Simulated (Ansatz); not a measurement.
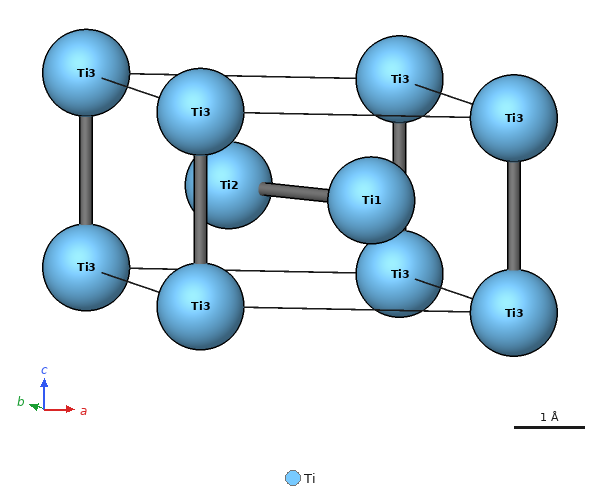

**Figure 1.** The structure of run 1 (ball-and-stick view of the cell of the calculation, seen slightly off an axis; atoms are numbered from 1 in the order of the input). An atom can appear more than once, as a periodic image.

## What a change does: geometry relaxation on Ti

System: Ti (P6/mmm, 3 atoms in the cell).
Method of run 1: Kohn-Sham DFT of a periodic cell, revPBE with D4, Ansatz PAW, no spin polarisation (Ansatz 0.2.0).

The structure derives from a Materials Project entry. Text and figures count atoms from 1; the logs count them from 0 in places.

### The input, run 1
```yaml
crystal:
  lattice:
    - [4.5673748306, 0.0, 0.0]
    - [-2.2836874153, 3.9554626319, 0.0]
    - [0.0, 0.0, 2.82624427]
  atoms:
    - { symbol: Ti, position: [0.6666666667, 0.3333333333, 0.5] }
    - { symbol: Ti, position: [0.3333333333, 0.6666666667, 0.5] }
    - { symbol: Ti, position: [0.0, 0.0, 0.0] }
hamiltonian:
  xc: revpbe
  pseudopotentials: { kind: paw }
  dispersion: d4
kpoints:
  mp_grid: { grid: [7, 7, 9] }
scf:
  occupations: { method: fermi_dirac, width: 0.05 }
output:
  forces: true
  stress: true
  eigenvalues: true
relax:
  f_tol: 0.01
  max_steps: 40
  cell: { stress_tol: 0.05 }
```

Command:
```bash
ansatz run input.yaml --threads 2 --pin off --max-ram 5632MiB --backend cpu --events-out ev --progress --plain --runs-dir out
```

Hardware: 2 threads of Arm Neoverse V1, 24 GiB of memory available, shared host.

### Output, shortened to warnings, some set-up lines, iterations and results (run 1)
```
Basis set: ecut = 420 eV, 975 PW (Γ), exchange–correlation on 64×64×40 points (8 copies of the dense FFT grid, shifted against one another)
Symmetry: 24 space group operations
k-points: 40 of 441
Initial density: superposition of atomic densities (neutral atoms: chi_scale 0, normalization atom), corrected by the library's trained network
[...]
SCF iter   1: F=—  HF=-7509.318553 eV  |F-HF|=—  |Δ(HF+E_count)|=         —  Δρ=1.05e-2  dr2=7.12e-2  ethr=1.77e-3  ⟨swp⟩=4.1  Hψ=3081  notcnv=0
SCF iter   2: F=—  HF=-7509.312048 eV  |F-HF|=—  |Δ(HF+E_count)|=   6.51e-3  Δρ=6.49e-3  dr2=3.20e-2  ethr=1.98e-4  ⟨swp⟩=1.9  Hψ=1270  notcnv=0
SCF iter   3: F=—  HF=-7509.308776 eV  |F-HF|=—  |Δ(HF+E_count)|=   3.27e-3  Δρ=7.27e-4  dr2=5.33e-4  ethr=8.89e-5  ⟨swp⟩=2.0  Hψ=1215  notcnv=0
SCF iter   4: F=—  HF=-7509.308767 eV  |F-HF|=—  |Δ(HF+E_count)|=   9.31e-6  Δρ=2.62e-4  dr2=7.45e-5  ethr=1.48e-6  ⟨swp⟩=2.0  Hψ=1094  notcnv=0
SCF iter   5: F=—  HF=-7509.308686 eV  |F-HF|=—  |Δ(HF+E_count)|=   8.14e-5  Δρ=8.34e-5  dr2=5.53e-6  ethr=2.07e-7  ⟨swp⟩=1.5  Hψ=903  notcnv=0
[... 25 lines ...]
SCF iter   6: F=-7509.308777 eV  HF=-7509.308777 eV  |F-HF|=1.82e-12  |Δ(HF+E_count)|=  9.09e-13  Δρ=8.65e-9  dr2=2.97e-14  ethr=1.00e-12  ⟨swp⟩=1.0  Hψ=880  notcnv=0
SCF iter   7: F=-7509.308777 eV  HF=-7509.308777 eV  |F-HF|=2.73e-12  |Δ(HF+E_count)|=  9.09e-13  Δρ=1.94e-9  dr2=1.24e-15  ethr=1.00e-12  ⟨swp⟩=1.0  Hψ=880  notcnv=0
SCF iter   8: F=-7509.308777 eV  HF=-7509.308777 eV  |F-HF|=1.82e-12  |Δ(HF+E_count)|=    0.00e0  Δρ=5.59e-10  dr2=1.19e-16  ethr=1.00e-12  ⟨swp⟩=1.9  Hψ=2020  notcnv=0
SCF 4 converged in 8 iterations: F = -7509.308777 eV  dr2 = 1.19e-16
relax step   4: F+E_penalty+E_count = -7509.30877713 eV  Δ(F+E_penalty+E_count) = -1.320e-5 eV  max|allowed force component| = 8.635e-17 eV/Å  Δτ_max = 0.0000 Å  P = +0.003 …
basis re-selected at this cell: Δ(F+E_penalty+E_count) = -1.320e-5 eV, ΔP = -0.001 GPa vs the last step (what re-selecting the basis moved, of the pressure what is left beyond the Pulay correction that the steps carried, after the strain that the cell walked since its last selection, with what the …
SCF converged after 8 iterations
Free energy (F): -7509.308777 eV
Harris-Foulkes:  -7509.308777 eV  (|F-HF|=1.82e-12)
Internal energy: -7509.287185 eV  (E = F + TS)
E sigma→0 (E₀):  -7509.297981 eV
Entropy (-TS):   -0.021592 eV (-7.197 meV/atom)
Fermi energy:    13.635962 eV
--- Per-component energies (eV) ---
  E_band       = -461.497331
  E_kinetic    = 818.625532
  E_local      = -2415.436088  (includes V_loc(G=0)·N_el)
  E_nonlocal   = 22.227703
  E_hartree    = 995.886848
  E_xc         = -293.320098
  E_vxc        = -366.450169  (∫ρ·V_xc dr)
  E_paw        = -3152.129983  (= ΣΔE_a)
  E_vpaw       = -512.238391  (= ΣTr[D̂ρ^β])
  E_aug_tail   = 0.000387  (compensation charges beyond the density's cutoff)
  E_ewald      = -3484.088825
  E_disp       = -0.939276  (pairwise vdW)
  E_core_change = -0.113384  (= ΣΔE_core)
  E_smearing   = -0.021592  (= −TS)
  E_closure    = 0.000000  (closes the sum)
  Σ components = -7509.308777   (vs F -7509.308777, Δ=0.00e0)
--- Forces (eV/Å), atoms counted from 1 ---
  atom   1  Ti     0.00000000    -0.00000000     0.00000000
  atom   2  Ti    -0.00000000     0.00000000     0.00000000
  atom   3  Ti     0.00000000    -0.00000000     0.00000000
  max |Σ_I F_I| component: 1.85e-17 eV/Å
--- Stress (GPa, compression-positive) ---
       -0.000870       0.000000       0.000000
        0.000000      -0.000870       0.000000
        0.000000       0.000000       0.011178
  P = ⅓ Tr σ = 0.0031 GPa (0.031 kbar)
--- Relaxed structure (3 steps of the walk, 3 accepted, 1 SCFs on fresh bases) ---
  F+E_penalty+E_count = -7509.30877713 eV   max|allowed force component| = 8.635e-17 eV/Å   (the final SCF, on the basis selected at the relaxed cell)
  cell:  # Å, volume = 51.1511 Å³
    - [4.57227692555038, 0.0, 0.0]
    - [-2.28613846277519, 3.9597079706640392, 0.0]
    - [0.0, 0.0, 2.8252637487997565]
  atoms:
    - { symbol: Ti, position: [0.6666666666666667, 0.33333333333333337, 0.49999999999999994] }
    - { symbol: Ti, position: [0.33333333333333337, 0.6666666666666667, 0.49999999999999994] }
[...]
```

Run 2 used a changed input.

### The two runs side by side

```tsv
quantity	run 1	run 2
outcome	converged	converged
free energy per atom (eV)	−2503.1029	−2503.9642
energy per atom, smearing taken to zero (eV)	−2503.0993	−2503.9606
gap on the mesh (eV)	0.00	0.00
pressure (GPa)	0.00	0.03
volume per atom (Å³)	17.05	15.80
largest force (eV/Å)	0.000	0.000
SCF iterations	27	37
irreducible k-points	40	40
wall time (shared host)	6.5 s	8.8 s
```

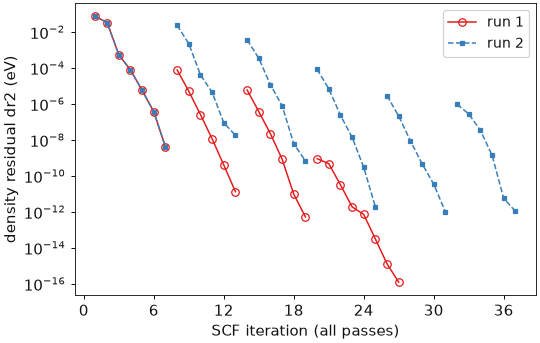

**Figure 2.** Convergence of the two runs: density residual dr2 against the SCF iteration. A break in a curve parts two SCF passes. Run 1 takes 27 iterations in all, and run 2 takes 37.

Which change of the input explains these differences?

The change (lines with − go, lines with + come):
```diff
-  dispersion: d4
+  dispersion: d3bj
```

The total energies belong to different models, so their difference says nothing on which is more stable or more accurate. The volume per atom goes from 17.05 to 15.80 Å³. The SCF takes 37 iterations over all geometry steps against 27.

### Output, shortened to warnings, some set-up lines, iterations and results (run 2)
```
Basis set: ecut = 420 eV, 975 PW (Γ), exchange–correlation on 64×64×40 points (8 copies of the dense FFT grid, shifted against one another)
Symmetry: 24 space group operations
k-points: 40 of 441
Initial density: superposition of atomic densities (neutral atoms: chi_scale 0, normalization atom), corrected by the library's trained network
[...]
SCF iter   1: F=—  HF=-7511.804713 eV  |F-HF|=—  |Δ(HF+E_count)|=         —  Δρ=1.05e-2  dr2=7.12e-2  ethr=1.77e-3  ⟨swp⟩=4.1  Hψ=3081  notcnv=0
SCF iter   2: F=—  HF=-7511.798208 eV  |F-HF|=—  |Δ(HF+E_count)|=   6.51e-3  Δρ=6.49e-3  dr2=3.20e-2  ethr=1.98e-4  ⟨swp⟩=1.9  Hψ=1270  notcnv=0
SCF iter   3: F=—  HF=-7511.794936 eV  |F-HF|=—  |Δ(HF+E_count)|=   3.27e-3  Δρ=7.27e-4  dr2=5.33e-4  ethr=8.89e-5  ⟨swp⟩=2.0  Hψ=1215  notcnv=0
SCF iter   4: F=—  HF=-7511.794927 eV  |F-HF|=—  |Δ(HF+E_count)|=   9.31e-6  Δρ=2.62e-4  dr2=7.45e-5  ethr=1.48e-6  ⟨swp⟩=2.0  Hψ=1094  notcnv=0
SCF iter   5: F=—  HF=-7511.794846 eV  |F-HF|=—  |Δ(HF+E_count)|=   8.14e-5  Δρ=8.34e-5  dr2=5.53e-6  ethr=2.07e-7  ⟨swp⟩=1.5  Hψ=903  notcnv=0
[... 39 lines ...]
SCF iter   4: F=—  HF=-7511.892745 eV  |F-HF|=—  |Δ(HF+E_count)|=  5.70e-10  Δρ=3.21e-6  dr2=1.39e-9  ethr=9.13e-11  ⟨swp⟩=2.0  Hψ=1474  notcnv=0
SCF iter   5: F=-7511.892745 eV  HF=-7511.892745 eV  |F-HF|=0.00e0  |Δ(HF+E_count)|=   2.14e-9  Δρ=1.37e-7  dr2=5.37e-12  ethr=3.86e-12  ⟨swp⟩=2.2  Hψ=1585  notcnv=0
SCF iter   6: F=-7511.892745 eV  HF=-7511.892745 eV  |F-HF|=9.09e-13  |Δ(HF+E_count)|=  1.82e-12  Δρ=3.87e-8  dr2=1.06e-12  ethr=1.00e-12  ⟨swp⟩=3.0  Hψ=3381  notcnv=0
SCF 6 converged in 6 iterations: F = -7511.892745 eV  dr2 = 1.06e-12
relax step   6: F+E_penalty+E_count = -7511.89274471 eV  Δ(F+E_penalty+E_count) = +1.017e-3 eV  max|allowed force component| = 1.480e-16 eV/Å  Δτ_max = 0.0000 Å  P = +0.028 …
basis re-selected at this cell: Δ(F+E_penalty+E_count) = +1.017e-3 eV, ΔP = +0.034 GPa vs the last step (what re-selecting the basis moved, of the pressure what is left beyond the Pulay correction that the steps carried, after the strain that the cell walked since its last selection, with what the …
SCF converged after 6 iterations
Free energy (F): -7511.892745 eV
Harris-Foulkes:  -7511.892745 eV  (|F-HF|=9.09e-13)
Internal energy: -7511.870931 eV  (E = F + TS)
E sigma→0 (E₀):  -7511.881838 eV
Entropy (-TS):   -0.021813 eV (-7.271 meV/atom)
Fermi energy:    14.898478 eV
--- Per-component energies (eV) ---
  E_band       = -413.775455
  E_kinetic    = 825.098552
  E_local      = -2289.577819  (includes V_loc(G=0)·N_el)
  E_nonlocal   = 22.803574
  E_hartree    = 955.523635
  E_xc         = -295.319255
  E_vxc        = -369.214778  (∫ρ·V_xc dr)
  E_paw        = -3153.159487  (= ΣΔE_a)
  E_vpaw       = -513.932570  (= ΣTr[D̂ρ^β])
  E_aug_tail   = 0.000335  (compensation charges beyond the density's cutoff)
  E_ewald      = -3573.421202
  E_disp       = -3.705879  (pairwise vdW)
  E_core_change = -0.113384  (= ΣΔE_core)
  E_smearing   = -0.021813  (= −TS)
  E_closure    = 0.000000  (closes the sum)
  Σ components = -7511.892745   (vs F -7511.892745, Δ=0.00e0)
--- Forces (eV/Å), atoms counted from 1 ---
  atom   1  Ti     0.00000000    -0.00000000     0.00000000
  atom   2  Ti    -0.00000000     0.00000000     0.00000000
  atom   3  Ti     0.00000000     0.00000000     0.00000000
  max |Σ_I F_I| component: 1.85e-17 eV/Å
--- Stress (GPa, compression-positive) ---
        0.027415       0.000000       0.000000
        0.000000       0.027415       0.000000
        0.000000       0.000000       0.028198
  P = ⅓ Tr σ = 0.0277 GPa (0.277 kbar)
--- Relaxed structure (5 steps of the walk, 5 accepted, 1 SCFs on fresh bases) ---
  F+E_penalty+E_count = -7511.89274471 eV   max|allowed force component| = 1.480e-16 eV/Å   (the final SCF, on the basis selected at the relaxed cell)
  cell:  # Å, volume = 47.4043 Å³
    - [4.453443085951454, 0.0, 0.0]
    - [-2.226721542975727, 3.8567948467421242, 0.0]
[...]
```

For both runs: Points of doubt noted for this run: forces on files of another functional.
